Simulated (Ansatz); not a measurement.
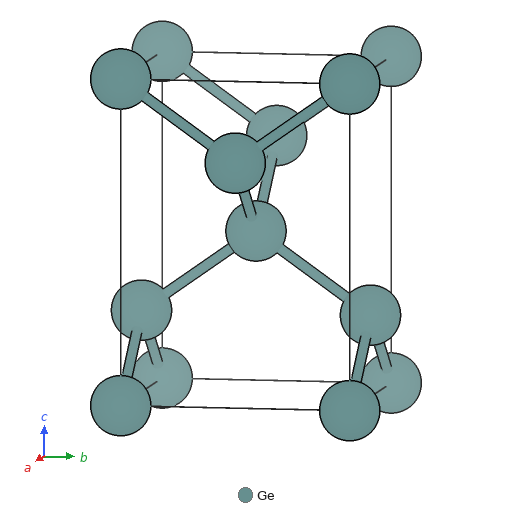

System: Ge, space group Fd-3m (No. 227). The picture shows the cell.

Structure:
```
CELL_PARAMETERS angstrom
2.83743 2.83743 0.00000
-2.83743 2.83743 0.00000
0.00000 0.00000 5.67485
ATOMIC_POSITIONS crystal
Ge 0.50000 0.50000 0.50000
Ge 0.50000 0.00000 0.25000
Ge 0.00000 0.00000 0.00000
Ge 0.00000 0.50000 0.75000
```

One of the inputs:
```
crystal:
  lattice:
    - [2.8374271074, 2.8374271074, 0.0]
    - [-2.8374271074, 2.8374271074, 0.0]
    - [0.0, 0.0, 5.6748542148]
  atoms:
    - { symbol: Ge, position: [0.5, 0.5, 0.5] }
    - { symbol: Ge, position: [0.5, 0.0, 0.25] }
    - { symbol: Ge, position: [0.0, 0.0, 0.0] }
    - { symbol: Ge, position: [0.0, 0.5, 0.75] }
basis:
  ecutwfc: 420
kpoints:
  mp_grid: { grid: [14, 14, 10] }
hamiltonian:
  xc: pbesol
scf:
  occupations: { method: gaussian, width: 0.1 }
output:
  forces: true
  stress: true
  eigenvalues: true
```

Command:
```bash
ansatz run input.yaml --threads 1 --pin off --max-ram 2560MiB --backend cpu --events-out ev --progress --plain --runs-dir out
```

Calculation (Ansatz 0.2.0): energy, stress and cell of a relaxed crystal along a series of strains, atoms and what the cell freedom names relaxed within the symmetry; plane waves with PAW datasets, Γ-centred k mesh; energies extrapolated to zero smearing. Level: PBEsol, no spin polarisation.

| setting | value |
| --- | --- |
| wave cutoff | 420 eV |
| k mesh | 14×14×10 |
| occupations | Gaussian |
| smearing width | 0.1 eV |
| strain kind | biaxial in the ab plane |
| cell freedom | length and tilt of c free |

What does the calculation give for the energy change against strain? The strain takes the values −6, −4, −2, 0, 2, 4, 6 %.

The energy rises on both sides of the starting structure, which is therefore a minimum along this path. The energy change is 74.95 meV/atom at strain −6 % and 53.96 meV/atom at 6 %; the lowest computed point is at strain 0 % (0.00 meV/atom), in a single well.

```
strain (%)  energy change (meV/atom)
        -6                     74.95
        -4                     31.98
        -2                      7.69
         0                      0.00
         2                      6.68
         4                     25.34
         6                     53.96
```

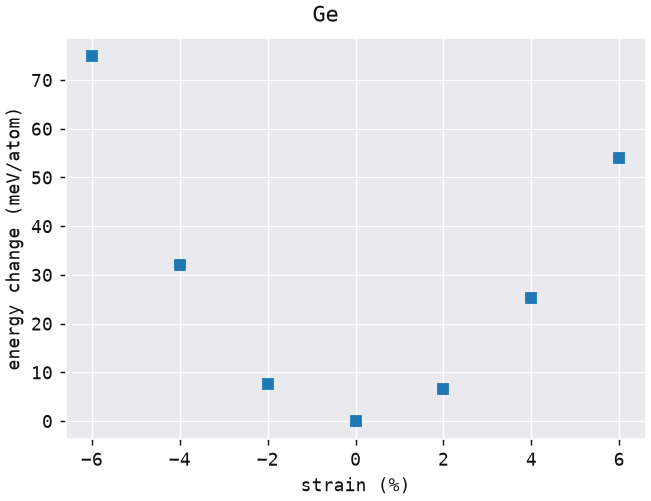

Keep in mind: a crossing between the sampled k points may be missed; bands touch, and spin-orbit coupling could open a gap.
